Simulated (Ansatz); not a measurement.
Structure data:

```cif
data_structure
_symmetry_space_group_name_H-M 'I 4/m m m'
_symmetry_Int_Tables_number 139
_cell_length_a 6.0939
_cell_length_b 6.0939
_cell_length_c 4.5797
_cell_angle_alpha 90.000
_cell_angle_beta 90.000
_cell_angle_gamma 90.000
_cell_volume 170.07
loop_
_atom_site_label
_atom_site_type_symbol
_atom_site_symmetry_multiplicity
_atom_site_Wyckoff_symbol
_atom_site_fract_x
_atom_site_fract_y
_atom_site_fract_z
_atom_site_occupancy
Si1 Si 8 h 0.17880 0.17880 0.00000 1
```

**What would a drawing of this structure show?**

The element is silicon. Its lattice is body-centred tetragonal, its space group I4/mmm (No. 139). The cell holds eight atoms. Counting contacts within bonding distance, the coordination numbers are Si 2.

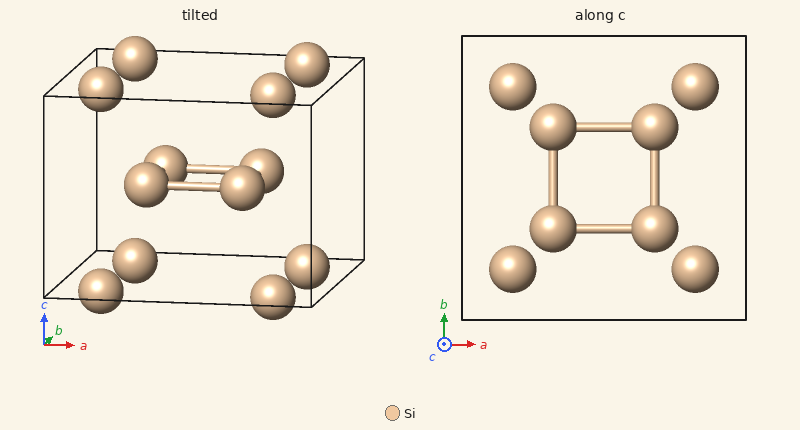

The structure above is drawn in ball-and-stick style and viewed slightly off an axis and along the c axis. The conventional unit cell is outlined; an atom on or near a face, edge or corner is repeated at each equivalent position. Colours: silicon light orange.

Starting structure: a structure listed in the Materials Project. The cell was then strained or its atoms displaced on purpose. It went into a calculation with Ansatz.

At this level of theory the run's own cell isn't at rest (compressed, at 5 GPa and forces up to 2.6 eV/Å), so its distances can differ from those at equilibrium, the more so the softer the solid.
